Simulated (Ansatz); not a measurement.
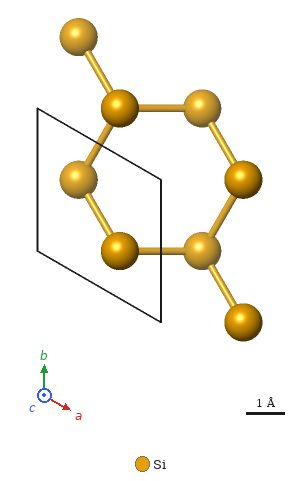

A scan of solid Si (P6_3/mmc): the cell is strained equally along x and y, with the atoms kept at their fractional coordinates. x, y and z are the Cartesian axes of the input. The picture shows the reference cell. A ball-and-stick model of the cell of the calculation, repeated 2 × 2 × 1 with one cell outlined, seen along the c axis.

Computed with DFT LDA, scalar-relativistic, plane waves, PAW in Ansatz. Set-up: plane-wave cutoff 420 eV; k-point mesh 12 × 12 × 6; occupations gaussian; smearing width 0.03 eV; no spin polarisation. Energies (free energies at the smearing named) are counted from the relaxed crystal.

The input:
```yaml
crystal:
  lattice:
    - [3.8019754738, 0.0, 0.0]
    - [-1.9009877369, 3.2926073448, 0.0]
    - [0.0, 0.0, 6.2891202194]
  atoms:
    - { symbol: Si, position: [0.3333333333, 0.6666666667, 0.0630332926] }
    - { symbol: Si, position: [0.6666666667, 0.3333333333, 0.5630332926] }
    - { symbol: Si, position: [0.3333333333, 0.6666666667, 0.4369667074] }
    - { symbol: Si, position: [0.6666666667, 0.3333333333, 0.9369667074] }
basis:
  ecutwfc: 420
kpoints:
  mp_grid: { grid: [12, 12, 6] }
hamiltonian:
  xc: lda
scf:
  occupations: { method: gaussian, width: 0.03 }
output:
  forces: true
  stress: true
  eigenvalues: true
  write_density: true
  write_potential: true
  elf: true
  volumetric_format: npy
```

Launched with:
```bash
ansatz run input.yaml --threads 1 --pin off --max-ram 2560MiB --backend cpu --events-out ev --progress --plain --runs-dir out
```

Predict the energy profile (the strain: −0.0600, −0.0450, −0.0300, −0.0150, 0.0000, 0.0150, 0.0300, 0.0450, 0.0525, 0.0600).

```tsv
strain	energy change (meV/atom)
−0.0600	140.4
−0.0450	75.7
−0.0300	32.3
−0.0150	7.7
0.0000	0.0
0.0150	7.1
0.0300	27.2
0.0450	58.7
0.0525	78.2
0.0600	100.0
```

Of the computed points the lowest is at the strain 0.00, 0.0 meV/atom. The end points stand at 140.4 meV/atom (−0.06) and 100.0 meV/atom (0.06). The curvature at zero strain, (1/V) d²E/dε², is about 540 GPa; it is C₁₁ + C₂₂ + 2C₁₂ with clamped ions. The distortion keeps the space group P6_3/mmc. At the strain −0.06 the cell of the drawing goes a 3.802 → 3.574 Å, b 3.802 → 3.574 Å.

As a plot:

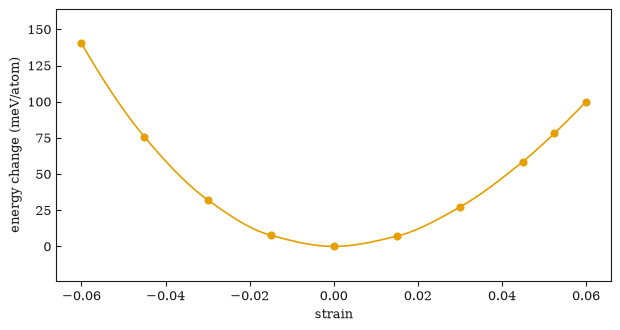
